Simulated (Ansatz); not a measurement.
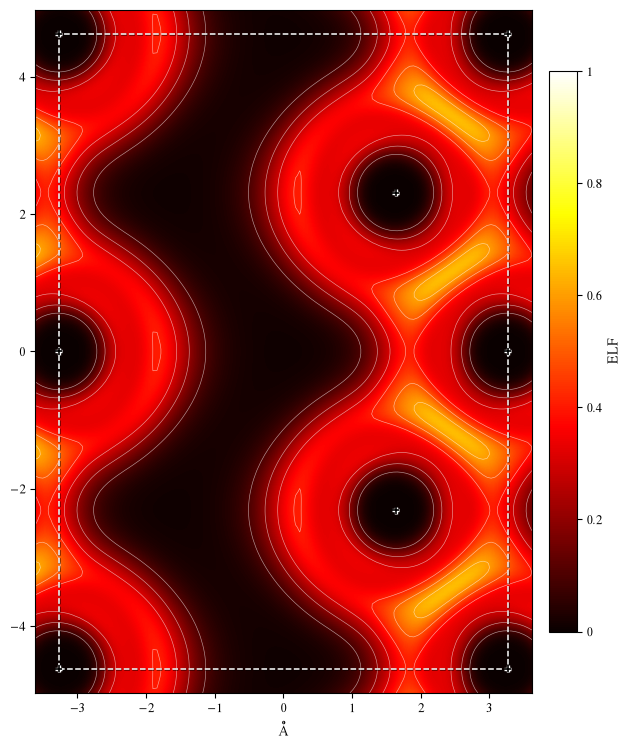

The electron localisation function on a plane through atoms (crosses mark nuclei in the plane).

Method: Ansatz 0.2.0, DFT PBEsol, scalar-relativistic, plane waves, PAW.

Candidates:
A. Sn, a = 6.54 Å, b = 6.54 Å, c = 6.54 Å, α = 90.00°, β = 90.00°, γ = 90.00°. Space group Fd-3m.
B. AlCu$_{3}$, a = 5.77 Å, b = 5.77 Å, c = 5.77 Å, α = 90.00°, β = 90.00°, γ = 90.00°. Space group Fm-3m; a structure from a database of computed crystals, not necessarily the ambient phase; computed without spin polarisation.

**Which system is this?**

Candidate A: Sn on the (110) plane of the conventional cell, which holds Sn. Sn–Sn (2.83 Å): the ELF peaks at about 0.65 between the atoms.
